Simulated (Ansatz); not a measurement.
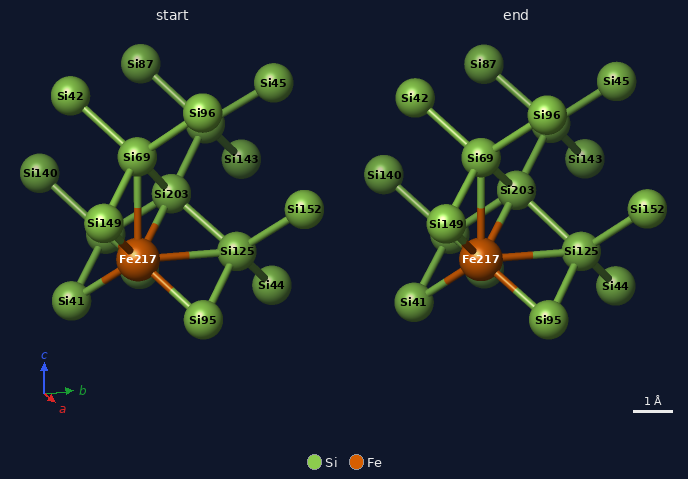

The structure of a defect cell of composition Si₂₁₆Fe (cell charge −1) before (left) and after (right) a relaxation, at one scale.

A ball-and-stick model of the atoms within 4.2 Å of the atom that moves most (axes of the cell of the calculation), seen slightly off an axis.

Level of theory: DFT, PBEsol, PAW, plane waves in Ansatz. (plane-wave cutoff 420 eV; k-point mesh 1 × 1 × 1; mesh shifted by (0.25, 0.25, 0.25); collinear spin; atoms relaxed in a fixed cell; force threshold 0.03 eV/Å; at most 80 steps)

What changed between the two?

After 4 geometry steps the energy has fallen by 1.676 eV per cell of the calculation. The largest force component goes from 1.2 to 0.012 eV/Å. The atom that moves furthest is a Si atom (0.091 Å roughly along [−1 1 3]). Largest moves by element: Si 0.091 Å, Fe 0.039 Å. The cell doesn't change. Near-neighbour distances that change, for instance: Fe–Si 2.328 → 2.399 Å, Si–Si 2.391 → 2.335 Å, Si–Si 2.309 → 2.362 Å, Fe–Si 2.349 → 2.400 Å. Bond angles that change, for instance: Si–Si–Si 107.0° → 110.9°, Si–Si–Si 108.3° → 112.2°, Si–Si–Si 111.4° → 108.0°. Cost: 54 s on 1 × NVIDIA GB300 Max-Q with 8 threads of Arm Neoverse-V2, peak memory 3.4 GiB.

Limits of the set-up: the cell is charged, on a uniform background, and energies carry no finite-size correction.
